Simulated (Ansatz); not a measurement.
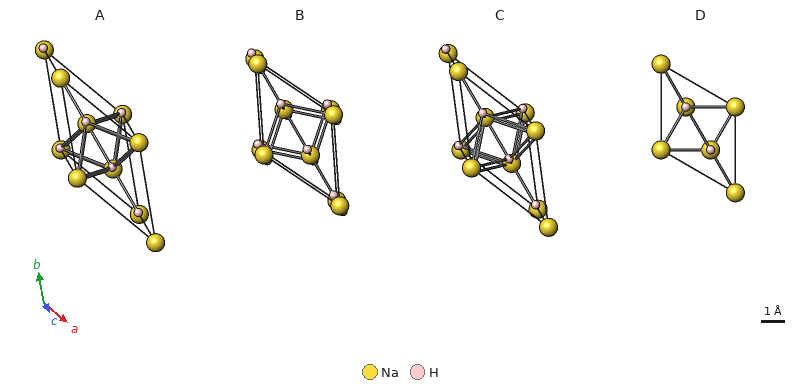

4 geometries from one relaxation of solid NaH2 (set up in R-3m), in shuffled order. A ball-and-stick model of the conventional cell (3 times the calculation's cell), seen along the c axis. Lengths and directions refer to the drawn axes.

Case: 1 of 2 Na taken out, relaxed.

These are results of DFT PBE, scalar-relativistic, plane waves, PAW (Ansatz 0.2.0), not measurements. Set-up: plane-wave cutoff 420 eV; k-point mesh 14 × 12 × 12; occupations gaussian; smearing width 0.1 eV; no spin polarisation; cell and atoms relaxed; force threshold 0.025 eV/Å; at most 70 steps.

> Put them in the order of the run, from the start to the converged end.

D, B, C, A. They are steps 0, 8, 11, 20, at +153 meV per atom, +88.1 meV per atom, +23.1 meV per atom relative to the last. The energy falls by 153 meV per atom in 17 accepted moves (20 points after the start). The largest force component goes from 0.0089 to 0.00088 eV/Å. The pressure goes from −0.01 to 0.03 GPa. The line search rejected the trial step at point 1 of the run. At 2 points the geometry stayed and the basis and grid were re-selected for the new cell (energy shift of 8.5 meV per atom at most each time). The largest moves relative to the cell, 0.58 Å, are those of H atoms. Na stays in place. The drawn cell changes as follows: a = b 3.826 → 4.560 Å (+19.2 %), c 8.217 → 6.855 Å (−16.6 %), α 90.0° → 108.9°, β 90.0° → 71.1°, γ 120.0° → 139.4°; the volume changes by −16.4 %. Some distances before and after: H–Na 3.580 → 2.554 Å, Na–Na 3.826 → 3.166 Å, Na–Na 3.519 → 2.976 Å, H–Na 2.661 → 2.298 Å. Within 0.06 Å the space group is R-3m at the start and Cmmm at the end; at a tighter tolerance small leftover displacements or strains of the cell lower it.
